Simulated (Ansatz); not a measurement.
```xyz
9
Lattice="3.1600 0.0000 0.0000 -1.5800 2.7366 0.0000 0.0000 0.0000 18.4500" Properties=species:S:1:pos:R:3 pbc="T T T"
Mo    0.0000    0.0000    0.0000
Mo    1.5800    0.9122    6.1499
Mo    0.0000    1.8244   12.3001
S     0.0000    1.8244    1.5437
S     0.0000    0.0000    7.6937
S     1.5800    0.9122   13.8436
S     0.0000    0.0000    4.6125
S     1.5800    0.9122   10.7624
S     0.0000    1.8244   16.9126
```

Space group R3m.

The calculation used Ansatz, Kohn-Sham DFT of a periodic cell, HSE06, Ansatz PAW.

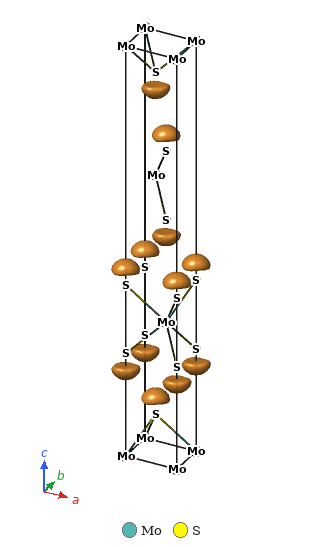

MoS$_{2}$. Isosurface of the ELF at 0.9 (orange), seen slightly off an axis. Core shells and regions of very low density are left out. Sticks mark near contacts.

Core electrons are frozen (PAW), and the valence fields are smoothed inside the atomic spheres.

**Where are the electrons localised?**

At this value the surface marks out six lobes on S, pointing away from the bonds (lone pairs), counted in one cell of 9 atoms. Any copies at cell faces, edges or corners count once.

Values along the shortest contacts:
Mo–S (2.39 Å): the ELF peaks at about 0.85 in the valence shell of S, 0.8 Å from its nucleus, and is about 0.50 at the midpoint.
